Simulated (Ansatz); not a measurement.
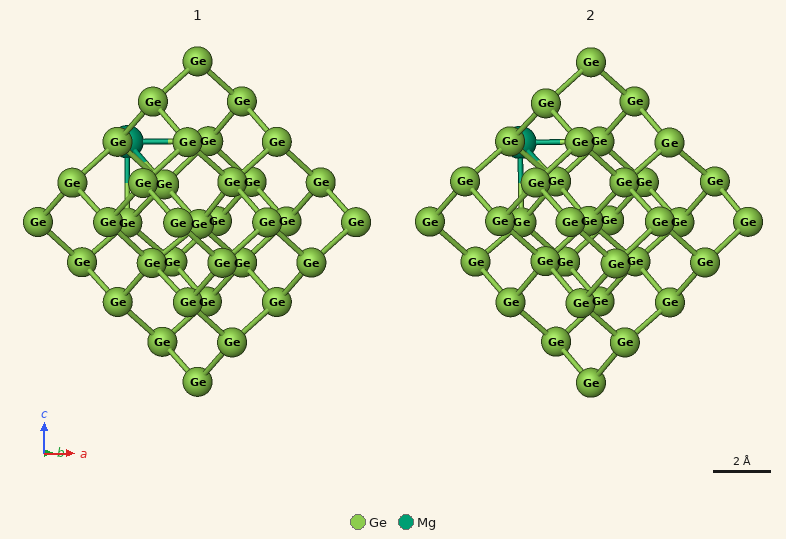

Two geometries of a defect cell of composition Ge$_{64}$Mg, drawn at one scale. One is the start of a relaxation, the other its converged end. Style: ball-and-stick. Shown: the atoms within 5.8 Å of the atom that moves most (axes of the cell of the calculation (origin shifted)), from a free direction.

These are results of DFT, PBEsol, PAW, plane waves (Ansatz), not measurements. Settings: plane-wave cutoff 420 eV; k-point mesh 1 × 1 × 1; mesh shifted by (0.25, 0.25, 0.25); no spin polarisation; atoms relaxed in a fixed cell; force threshold 0.03 eV/Å; at most 80 steps.

Which geometry has the lower energy?

Answer. Structure 1 is the relaxed one. After 3 geometry steps the energy has fallen by 1.092 eV per cell of the calculation. Largest force component: 1.4 eV/Å at the start, 0.028 eV/Å at the end. A Ge atom moves most: 0.19 Å roughly along [2 −1 −2]. Largest moves by element: Ge 0.19 Å, Mg 0.03 Å. The cell stays as it was. Some distances before and after: Ge–Mg 2.446 → 2.612 Å, Ge–Ge 2.407 → 2.560 Å, Ge–Ge 2.517 → 2.437 Å, Ge–Ge 2.460 → 2.532 Å. Bond angles that change, for instance: Ge–Ge–Ge 112.1° → 106.2°, Ge–Ge–Ge 107.0° → 112.6°, Ge–Ge–Ge 110.7° → 105.1°. Cost: 8.2 s on 1 × NVIDIA GB300 Max-Q with 8 threads of Arm Neoverse-V2, peak memory 2.3 GiB.
